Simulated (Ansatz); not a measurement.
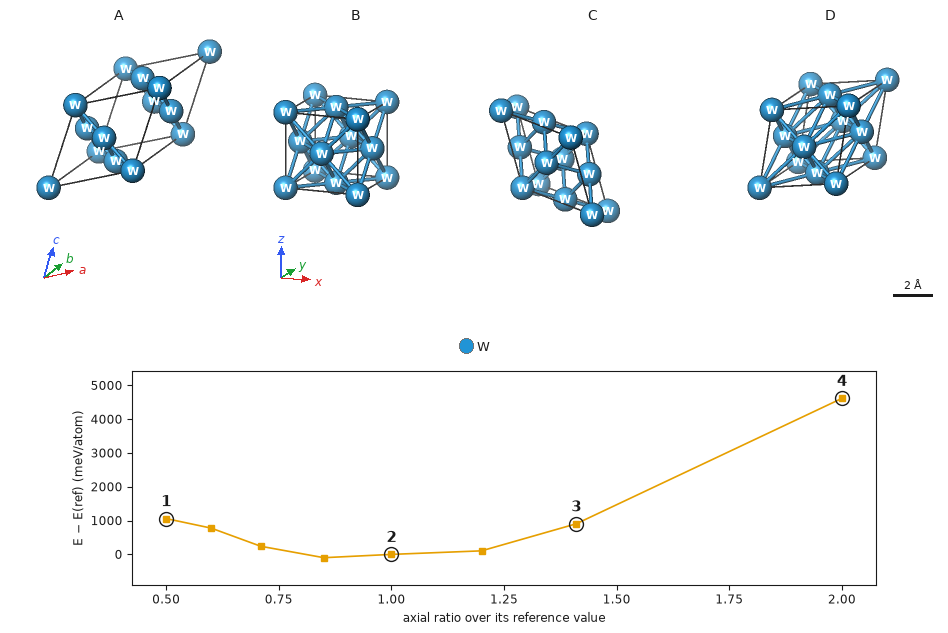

Energy scan for solid W (Fm-3m), in which the ratio of the cell's length along [111] to its lengths across, counted as 1 for the reference, is changed at fixed volume (a trigonal path), with the atoms kept at their fractional coordinates. x, y and z are the Cartesian axes of the input. The frames are shuffled; the numbered points of the plot belong to them. Style: ball-and-stick. Shown: the conventional cell (4 times the calculation's cell), slightly off an axis. Lengths and directions refer to the drawn axes.

Level of theory: DFT r2SCAN, scalar-relativistic, plane waves, PAW in Ansatz. Settings: plane-wave cutoff 500 eV; k-point mesh 22 × 22 × 22; occupations gaussian; smearing width 0.15 eV; no spin polarisation. Energies (free energies at the smearing named) are counted from the cell as listed in its source, which wasn't relaxed.

Which frame belongs to which numbered point?

Answer. Point 1 is frame C (the relative ratio 0.50, 1060 meV/atom); 2 is frame B (the relative ratio 1.00, 0 meV/atom); 3 is frame D (the relative ratio 1.41, 905 meV/atom); 4 is frame A (the relative ratio 2.00, 4617 meV/atom). The lowest computed point lies at the relative ratio 0.85 (−98 meV/atom). At the ends of the scan the energy is 1060 meV/atom (0.50) and 4617 meV/atom (2.00). The unrelaxed reference is under a pressure of −9.0 GPa. The distortion takes the space group from Fm-3m to R-3m, except for Pm-3m at 0.50. At the relative ratio 2.00 the cell of the drawing goes a 4.060 → 4.557 Å, b 4.060 → 4.557 Å, c 4.060 → 4.557 Å, α 90.0° → 60.0°, β 90.0° → 60.0°, γ 90.0° → 60.0°.
